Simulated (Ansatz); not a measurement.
C: several calculations on one system

Part 1: One mode

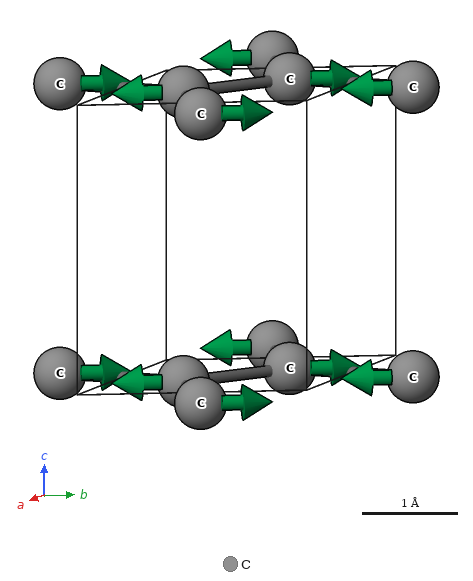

One vibrational mode of solid C relaxed at 11 GPa at the zone centre. The green arrows give the relative displacements of the atoms. The picture is a ball-and-stick view of the cell of the calculation, seen slightly off an axis.

These are results of Ansatz, DFT PBEsol, scalar-relativistic, plane waves, PAW, not measurements. (plane-wave cutoff 420 eV; k-point mesh 18 × 18 × 12; occupations fermi dirac; smearing width 0.15 eV; target pressure 11 GPa; no spin polarisation)

The frequencies depend somewhat on the k-mesh and the smearing.

### Give the symmetry, activity and frequency of this mode.

This is the E₂g mode (doubly degenerate; one member of the set is drawn) at 199.7 meV, the highest optical level, Raman-active by symmetry. All motion is along b; atoms of one kind move against one another, with no net shift of their sublattice; it stretches the shortest C–C bonds (1.41 Å).

Part 2: One mode

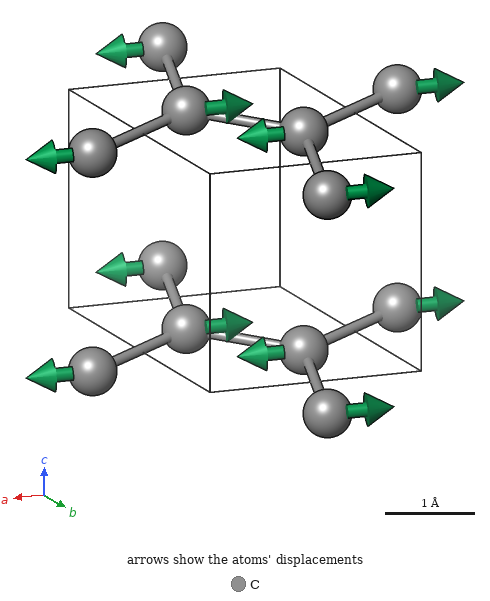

One vibrational mode of solid C relaxed at 22 GPa at the zone centre. Displacements are drawn as green arrows; their common scale and sign are arbitrary. The picture is a ball-and-stick view of the cell of the calculation, seen from a free direction.

Theory: Ansatz, DFT PBEsol, scalar-relativistic, plane waves, PAW. (plane-wave cutoff 420 eV; k-point mesh 18 × 18 × 12; occupations fermi dirac; smearing width 0.15 eV; target pressure 22 GPa; no spin polarisation)

The frequencies depend somewhat on the k-mesh and the smearing.

Give the symmetry, activity and frequency of this mode.

Answer. This is the E₂g mode (doubly degenerate; one member of the set is drawn) at 1625 cm⁻¹, the highest optical level, Raman-active by symmetry. All motion is along a; atoms of one kind move against one another, with no net shift of their sublattice; it stretches the shortest C–C bonds (1.40 Å).

Part 3: Softest mode

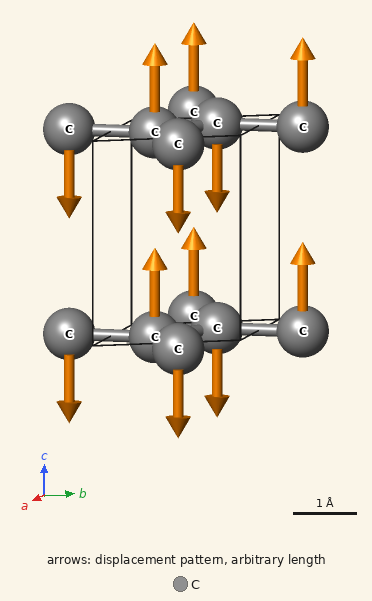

The lowest optical mode of crystalline C relaxed at 5 GPa, space group P6/mmm (No. 191), at the zone centre. Displacements are drawn as orange arrows; their common scale and sign are arbitrary. Style: ball-and-stick. Shown: the cell of the calculation, slightly off an axis.

The calculation used DFT PBEsol, scalar-relativistic, plane waves, PAW in Ansatz 0.2.0. Settings: plane-wave cutoff 420 eV; k-point mesh 18 × 18 × 12; occupations fermi dirac; smearing width 0.15 eV; target pressure 5 GPa; no spin polarisation.

The frequencies depend somewhat on the k-mesh and the smearing.

> Is the structure stable against all modes at this point?

Yes: this softest mode has a real frequency, and so have all others here. That speaks for this wave vector alone: the rest of the zone wasn't checked in this run. This is the B₁g mode at 108.2 meV, the lowest optical level, silent by symmetry (neither infrared- nor Raman-active). All motion is along c; atoms of one kind move against one another, with no net shift of their sublattice; the C–C bond lengths don't change to first order, so for these it is a bending, tilting or sliding motion.
